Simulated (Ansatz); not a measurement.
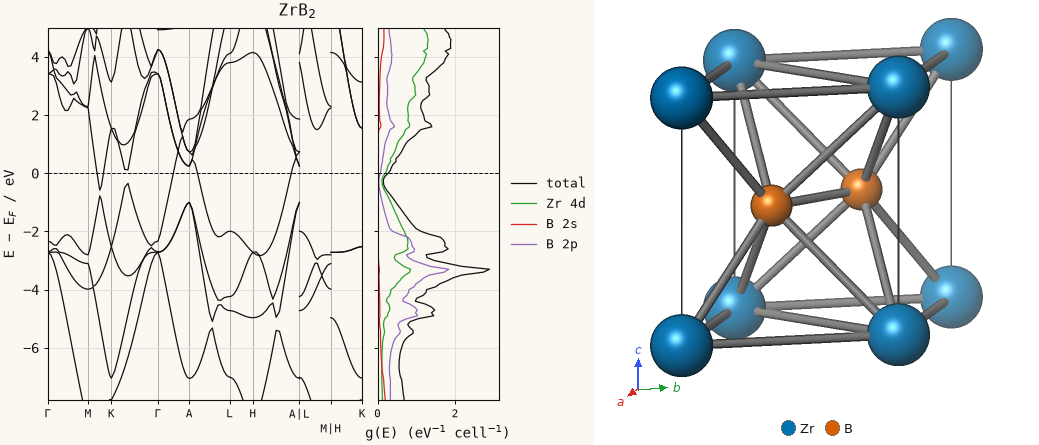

What does this figure show?

Band structure and density of states of ZrB₂, space group P6/mmm, 3 atoms in the cell, beside the structure. Computed with Ansatz: DFT PBEsol, scalar-relativistic, plane waves, PAW, no spin polarisation, 18×18×12 k mesh, 420 eV cutoff. Energies are counted from the Fermi level. The partial curves are projected on Löwdin-orthogonalised atomic shells.

A metal: 2 bands cross the Fermi level along this path. At A the nearest levels lie 1.00 eV below and 0.25 eV above the Fermi level. The density of states at the Fermi level is about 0.26 per eV and cell (mean within 0.25 eV), or 0.087 per atom. By projected weight, the states within 0.3 eV of the Fermi level are Zr 4d (75 %) and B 2p (25 %).
